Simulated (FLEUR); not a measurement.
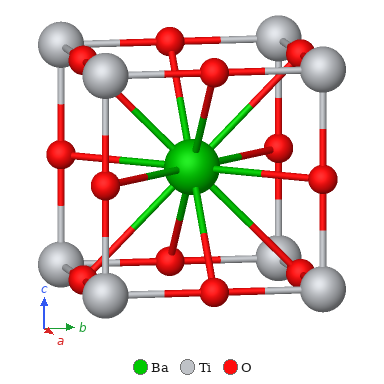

System: BaTiO₃, space group Pm-3m (No. 221). The picture shows the conventional cell.

The given structure:
```
CELL_PARAMETERS angstrom
4.00600 0.00000 0.00000
0.00000 4.00600 0.00000
0.00000 0.00000 4.00600
ATOMIC_POSITIONS crystal
Ba 0.50000 0.50000 0.50000
Ti 0.00000 0.00000 0.00000
O 0.00000 0.00000 0.50000
O 0.00000 0.50000 0.00000
O 0.50000 0.00000 0.00000
```

Computed with FLEUR MaX-R8.1 (later development tree): all-electron LAPW DFT, no spin polarisation; energies at scaled volumes of the given cell, shape and fractions fixed, counted from the fit's minimum, third-order Birch-Murnaghan fit. Level: PBE.

```csv
setting,value
k mesh,7×7×7
occupations,Fermi–Dirac
smearing width,0.05 eV
potentials,all electron
program settings,"basis FLAPW, kmax 5.08 1/bohr"
```

Describe the result: the energy against volume. The volume takes the values 12.09, 12.34, 12.60, 12.86, 13.11, 13.37, 13.63 Å³/atom.

A third-order Birch–Murnaghan fit gives V0 = 12.98 Å³/atom, B0 = 163 GPa and B′ = 4.8. The energy is 36.01 meV/atom at volume 12.09 Å³/atom and 14.93 meV/atom at 13.63 Å³/atom; the lowest computed point is at volume 12.86 Å³/atom (0.65 meV/atom), in a single well.

| volume (Å³/atom) | energy (meV/atom) |
| --- | --- |
| 12.09 | 36.01 |
| 12.34 | 17.55 |
| 12.60 | 6.00 |
| 12.86 | 0.65 |
| 13.11 | 0.68 |
| 13.37 | 5.60 |
| 13.63 | 14.93 |

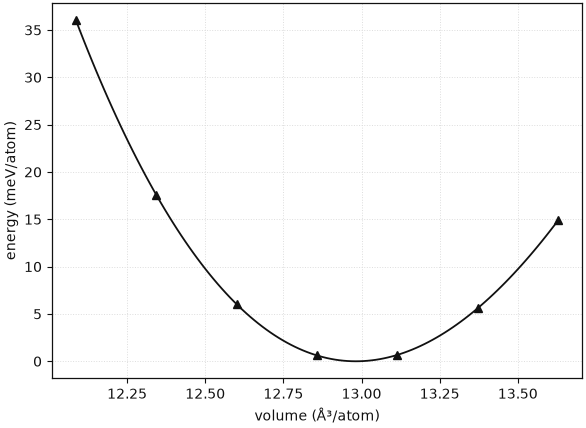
